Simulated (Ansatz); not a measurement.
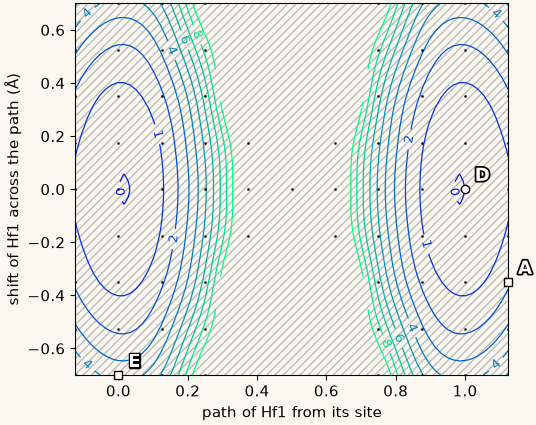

HfS₂ (P-3m1 phase) with one Hf vacancy (11 atoms in the cell, cell charge −4). An atom moved over a plane that holds its own site and a neighbouring vacancy (x along [1 −1 2], y along [1 3 2], z along [−1 0 0] of the conventional cell). First axis: path of Hf1 from its site (0) to the vacancy (1), 3.593 Å. Second axis: shift of Hf1 across the path, along the Cartesian direction [2 1 0]. Nothing is relaxed (all other atoms held at the sites of the perfect crystal). The scan uses an 11 × 9 grid; 18 points were computed and 61 follow by symmetry. At 20 points there is no value (left out of the scan, as a rule where atoms come close). Points are written as (first, second). Energies are in eV per cell, from the lowest grid point. The band gap closes in part of the range. The cell is charged on a uniform background, without a charge correction. All numbers below come from DFT PBEsol, scalar-relativistic, plane waves, PAW in Ansatz 0.2.0. Settings: cutoff 420 eV, k-mesh 4×4×4, gaussian smearing 0.05 eV, no spin polarisation.

In the figure: contour lines labelled in eV (none above 9), dots at the grid points, hatched blanks where no value was computed, lettered points. Between grid points the surface is interpolated.

Is A the lowest point of the computed grid?

No. A lies 1.9 eV above the lowest grid point, which is at (0.000, 0.000 Å) [nearest 6 S at 2.53 Å].

Rank the lettered points by energy, lowest first.

D (0.0 eV), A (1.9 eV), E (3.7 eV).
